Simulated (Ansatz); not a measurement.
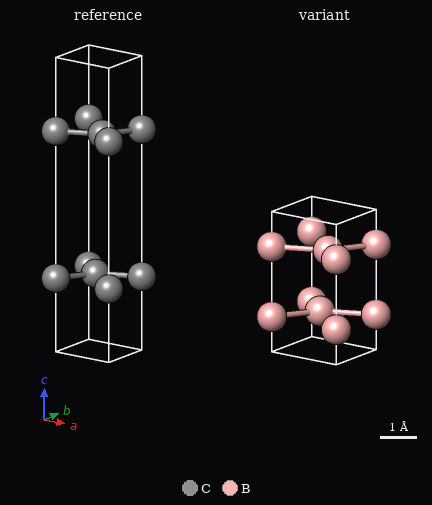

Left: a crystal of C (set up in P6_3/mmc). Right: the same structure after one change, at the same scale. Style: ball-and-stick. Shown: the cell of the calculation, slightly off an axis.

Theory: Ansatz 0.2.0, DFT PBE, scalar-relativistic, plane waves, PAW. Settings: plane-wave cutoff 420 eV; occupations gaussian; smearing width 0.1 eV; no spin polarisation. The k-mesh is chosen for each cell (18×18×6, 18×18×10).

Q: Which change leads from the left to the right?

A: Every carbon atom is replaced by boron, which gives B. Cell and atoms are relaxed again (to zero pressure within 0.1 GPa, forces under 0.01 eV/Å).

Q: What does the change do?

A: The volume per atom goes from 11.15 to 7.83 Å³. Both are metals. The drawn cell changes as follows: a = b 2.467 → 2.994 Å (+21.4 %), c 8.465 → 4.033 Å (−52.4 %); the volume changes by −29.8 %. The space group stays P6_3/mmc (No. 194).

Limits of the set-up: layers or molecules are held without a dispersion correction, so their spacing is unreliable.
